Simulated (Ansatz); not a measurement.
Single-point calculation, with input and output: ZrS₂ (part 2 of 2)

The same run, continued: ZrS₂ (48 atoms in the cell); DFT PBE, scalar-relativistic, plane waves, PAW, no spin polarisation (Ansatz 0.2.0); cutoff 420 eV, 2×2×2 k-mesh, Gaussian smearing of 0.01 eV. The structure derives from a Materials Project entry. It belongs to a series of runs on one base structure; here: the perfect crystal in a cell of 48 atoms.

### Output, continued
```
  k-point 1: bands = ["-43.8782", "-43.8782", "-43.8720", "-43.8720", "-43.8720", "-43.8720", "-43.8657", "-43.8657", "-43.8631", "-43.8631", "-43.8631", "-43.8631", "-43.8631", "-43.8631", "-43.8631", "-43.8631", "-22.0162", "-22.0162", "-22.0162", "-22.0162", "-22.0013", "-22.0013", "-21.9883", "-21.9883", "-21.9883", "-21.9883", "-21.9266", "-21.9266", "-21.9167", "-21.9167", "-21.9167", "-21.9167", "-21.9045", "-21.9045", "-21.9045", "-21.9045", "-21.8937", "-21.8937", "-21.8937", "-21.8937",
      "-21.8872", "-21.8872", "-21.8797", "-21.8797", "-21.8797", "-21.8797", "-21.8778", "-21.8778", "-21.8778", "-21.8778", "-21.8632", "-21.8632", "-21.8632", "-21.8632", "-21.8346", "-21.8346", "-21.8259", "-21.8259", "-21.8158", "-21.8158", "-21.8158", "-21.8158", "-21.7963", "-21.7963", "-7.2133", "-7.1667", "-6.8349", "-6.8349", "-6.7952", "-6.7952", "-6.5404", "-6.5388", "-6.4549", "-6.4549", "-6.4424", "-6.4424", "-6.3052", "-6.3052", "-6.2909", "-6.2909",
      "-6.2848", "-6.2848", "-6.2652", "-6.2652", "-6.2578", "-6.2441", "-6.2441", "-6.2427", "-6.2427", "-6.1886", "-6.1687", "-6.1653", "-6.0998", "-6.0998", "-6.0847", "-6.0847", "1.0889", "1.0889", "1.1204", "1.1204", "1.1904", "1.2442", "1.3690", "1.5286", "1.5286", "1.5469", "1.5469", "1.6895", "1.6895", "1.7147", "1.7260", "1.7260", "1.8161", "1.8161", "1.9333", "1.9333", "2.0127", "2.0127", "2.0284", "2.0504",
      "2.0504", "2.0817", "2.1036", "2.1036", "2.1068", "2.1068", "2.1754", "2.1823", "2.4918", "2.4960", "2.5878", "2.5878", "2.6523", "2.6523", "2.6568", "2.6568", "2.6591", "2.6591", "2.6660", "2.6862", "2.7030", "2.7233", "2.7233", "2.7490", "2.7490", "2.7721", "2.7721", "2.8923", "2.8923", "2.9219", "2.9219", "2.9384", "2.9736", "2.9736", "3.0022", "3.0022", "3.0143", "3.0143", "3.0389", "3.0389",
      "3.1692", "3.1692", "3.4764", "3.4764", "3.5293", "3.5293", "3.8370", "3.8370", "3.9585", "3.9585", "3.9713", "3.9713", "4.0091", "4.0091", "4.0325", "4.0335", "4.0672", "4.1015", "4.1098", "4.1400", "4.1643", "4.1643", "4.1687", "4.1687", "4.2608", "4.4872", "4.4872", "4.6168", "4.6321", "4.6883", "4.6883", "4.8075", "6.2589", "6.3481", "6.5215", "6.5215", "6.5733", "6.5733", "6.6192", "6.6192",
      "6.7302", "6.7302", "6.7583", "6.7774", "7.1658", "7.1674", "7.2670", "7.2670", "7.2870", "7.2870", "7.6815", "7.6815", "7.7027", "7.8338", "7.8338", "7.8478", "7.8478", "7.9027", "7.9027", "8.0254", "8.1466", "8.1466", "8.1995", "8.1995", "8.2200", "8.2200", "8.2269", "8.2385", "8.3469", "8.3469", "8.4645", "8.4645", "8.4844", "8.4844", "8.5192", "8.5192", "8.5239", "8.5310", "8.5310", "8.5387"]
  k-point 2: bands = ["-43.8808", "-43.8738", "-43.8738", "-43.8720", "-43.8720", "-43.8675", "-43.8675", "-43.8675", "-43.8675", "-43.8631", "-43.8631", "-43.8631", "-43.8631", "-43.8631", "-43.8613", "-43.8613", "-22.0365", "-22.0362", "-22.0362", "-21.9898", "-21.9898", "-21.9880", "-21.9880", "-21.9624", "-21.9624", "-21.9624", "-21.9624", "-21.9345", "-21.9213", "-21.9213", "-21.9173", "-21.9173", "-21.9131", "-21.9131", "-21.9042", "-21.9042", "-21.8938", "-21.8938", "-21.8938", "-21.8938",
      "-21.8937", "-21.8937", "-21.8840", "-21.8840", "-21.8792", "-21.8792", "-21.8792", "-21.8781", "-21.8781", "-21.8742", "-21.8742", "-21.8427", "-21.8427", "-21.8425", "-21.8423", "-21.8423", "-21.8423", "-21.8423", "-21.8155", "-21.8155", "-21.8144", "-21.8144", "-21.7887", "-21.7884", "-7.3430", "-6.9224", "-6.9224", "-6.8221", "-6.8095", "-6.5588", "-6.5588", "-6.5375", "-6.5375", "-6.5178", "-6.5178", "-6.5178", "-6.2975", "-6.2975", "-6.2929", "-6.2929",
      "-6.2897", "-6.2897", "-6.2744", "-6.2651", "-6.2651", "-6.2606", "-6.2606", "-6.2577", "-6.2521", "-6.2521", "-6.1986", "-6.1359", "-6.1359", "-6.0143", "-6.0143", "-6.0143", "0.8395", "0.8395", "0.8395", "1.3373", "1.4846", "1.4846", "1.5373", "1.5373", "1.6286", "1.6286", "1.6329", "1.6866", "1.6866", "1.7714", "1.7714", "1.8128", "1.8709", "1.8709", "1.8750", "1.8750", "1.9638", "1.9638", "1.9815", "1.9815",
      "1.9871", "2.0005", "2.0005", "2.1506", "2.3140", "2.3140", "2.3140", "2.4032", "2.4034", "2.4084", "2.4084", "2.5215", "2.5215", "2.5331", "2.5331", "2.5894", "2.5894", "2.6248", "2.6248", "2.6398", "2.6399", "2.6399", "2.6466", "2.6626", "2.7842", "2.8359", "2.8384", "2.8384", "2.8385", "2.8696", "2.8696", "2.9407", "2.9407", "2.9978", "2.9978", "3.0967", "3.0967", "3.1244", "3.1244", "3.1807",
      "3.1807", "3.3444", "3.3444", "3.5457", "3.5457", "3.5899", "3.5899", "3.6569", "3.6569", "3.8928", "3.8928", "3.8928", "3.9647", "3.9647", "3.9672", "3.9672", "4.0769", "4.0769", "4.0769", "4.1489", "4.1840", "4.2335", "4.3103", "4.3103", "4.4387", "4.4387", "4.5201", "4.6713", "4.6785", "4.6785", "5.0006", "5.0006", "6.2054", "6.2055", "6.2055", "6.5138", "6.5727", "6.6948", "6.6951", "6.8035",
      "6.8035", "6.9129", "6.9129", "7.0863", "7.0863", "7.2228", "7.2228", "7.2493", "7.2493", "7.2743", "7.2743", "7.6710", "7.6870", "7.6870", "7.7909", "7.7909", "7.8115", "7.8115", "7.8404", "7.8414", "8.1530", "8.1530", "8.1580", "8.2589", "8.2589", "8.2762", "8.2762", "8.3461", "8.3666", "8.3666", "8.3667", "8.4766", "8.4766", "8.5412", "8.5412", "8.5837", "8.5837", "8.6484", "8.6485", "8.6485"]
  k-point 3: bands = ["-43.8789", "-43.8789", "-43.8707", "-43.8707", "-43.8707", "-43.8707", "-43.8678", "-43.8678", "-43.8644", "-43.8644", "-43.8644", "-43.8644", "-43.8625", "-43.8625", "-43.8610", "-43.8610", "-22.0240", "-22.0240", "-22.0136", "-22.0136", "-22.0136", "-22.0136", "-21.9731", "-21.9731", "-21.9533", "-21.9533", "-21.9423", "-21.9423", "-21.9285", "-21.9284", "-21.9239", "-21.9239", "-21.9239", "-21.9239", "-21.9034", "-21.9034", "-21.9033", "-21.9033", "-21.8951", "-21.8951",
      "-21.8834", "-21.8834", "-21.8834", "-21.8834", "-21.8775", "-21.8775", "-21.8735", "-21.8735", "-21.8660", "-21.8660", "-21.8467", "-21.8467", "-21.8438", "-21.8438", "-21.8438", "-21.8438", "-21.8280", "-21.8280", "-21.8280", "-21.8280", "-21.8164", "-21.8163", "-21.7951", "-21.7951", "-7.2503", "-7.2033", "-6.7473", "-6.7473", "-6.7075", "-6.7075", "-6.5607", "-6.5251", "-6.5100", "-6.5100", "-6.5006", "-6.5006", "-6.4561", "-6.4422", "-6.3184", "-6.3055",
      "-6.3055", "-6.2803", "-6.2591", "-6.2591", "-6.2531", "-6.2360", "-6.2309", "-6.1823", "-6.1821", "-6.1780", "-6.1239", "-6.1239", "-6.1116", "-6.1116", "-6.0574", "-6.0404", "1.0008", "1.0267", "1.0798", "1.0798", "1.1228", "1.1228", "1.3216", "1.6735", "1.7040", "1.7052", "1.7374", "1.7374", "1.7448", "1.8195", "1.8675", "1.8701", "1.8701", "1.8766", "1.9185", "1.9233", "2.0130", "2.0130", "2.0494", "2.0494",
      "2.0527", "2.0796", "2.0796", "2.0976", "2.1288", "2.1417", "2.1453", "2.1814", "2.1814", "2.2267", "2.3568", "2.3709", "2.3709", "2.4680", "2.4722", "2.4963", "2.4963", "2.6066", "2.6682", "2.6682", "2.7009", "2.7009", "2.8119", "2.8119", "2.8177", "2.8694", "2.8843", "2.8893", "2.9766", "2.9766", "2.9936", "3.0172", "3.0172", "3.1152", "3.1164", "3.1164", "3.1691", "3.1870", "3.1977", "3.2969",
      "3.3221", "3.3394", "3.4792", "3.5104", "3.5470", "3.5964", "3.6865", "3.6865", "3.6919", "3.6919", "3.7506", "3.8535", "3.8535", "3.9030", "3.9030", "3.9237", "3.9237", "3.9829", "4.0843", "4.0843", "4.1759", "4.3240", "4.3274", "4.3962", "4.4672", "4.5090", "4.5090", "4.6494", "4.6564", "4.6685", "4.6685", "4.7845", "6.3508", "6.3508", "6.4490", "6.4490", "6.5802", "6.7042", "6.8834", "6.9043",
      "6.9514", "6.9546", "6.9803", "6.9803", "6.9842", "6.9842", "7.1102", "7.1939", "7.3613", "7.3836", "7.3887", "7.4488", "7.4488", "7.5199", "7.5199", "7.5900", "7.6655", "7.9799", "8.0063", "8.1696", "8.2168", "8.2309", "8.2309", "8.2340", "8.2340", "8.2905", "8.3171", "8.3226", "8.3829", "8.3829", "8.4723", "8.4875", "8.5318", "8.5318", "8.5570", "8.5698", "8.5698", "8.5878", "8.5933", "8.5933"]
```

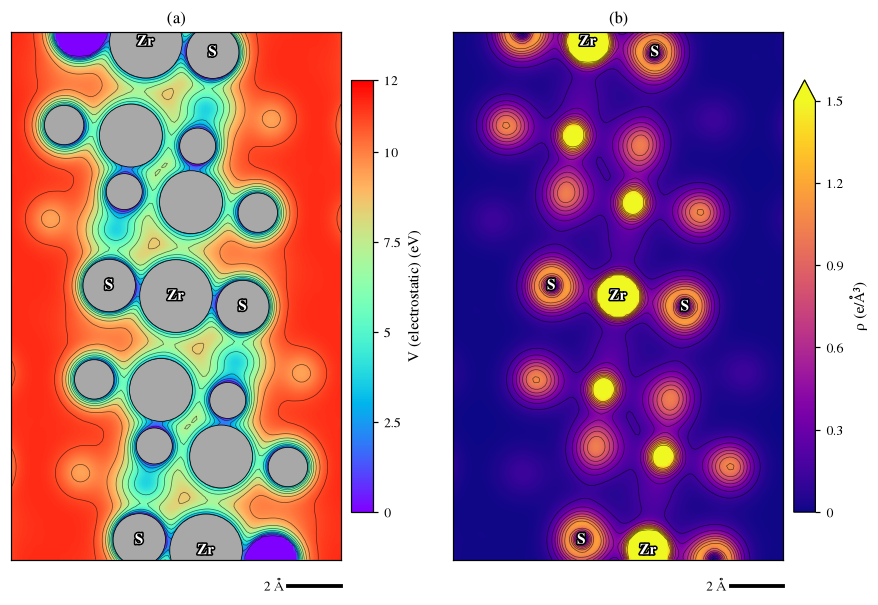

Fig. 1: (a) electrostatic potential energy of an electron; (b) valence charge density (pseudo) on the (101) plane of the calculation cell. Grey discs, where drawn, cover atomic cores. The plane passes through Zr and S nuclei. Zr–S (2.57 Å): the density is about 0.43 e/Å³ at the midpoint. Away from the nuclei the density in this plane falls to 0.003 e/Å³ at its lowest. Outside the cores the potential energy rises away from the atoms and is highest about 2.2 Å from the nearest atoms; outside the discs it spans about 11 eV, and its zero is arbitrary. Core electrons are frozen (PAW), so the fields are smoothed inside the atomic spheres.

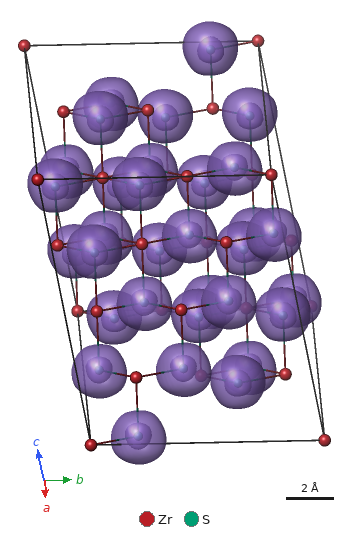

Fig. 2: Isosurface of the ELF at 0.75 (purple), seen at an oblique angle. Only the valence region is drawn (cores and ρ < 0.01 e/Å³ removed). Sticks mark near contacts. The outline is the calculation cell. Along the contacts the grid gives the following. Zr–S (2.57 Å): the ELF is about 0.40 at the midpoint.
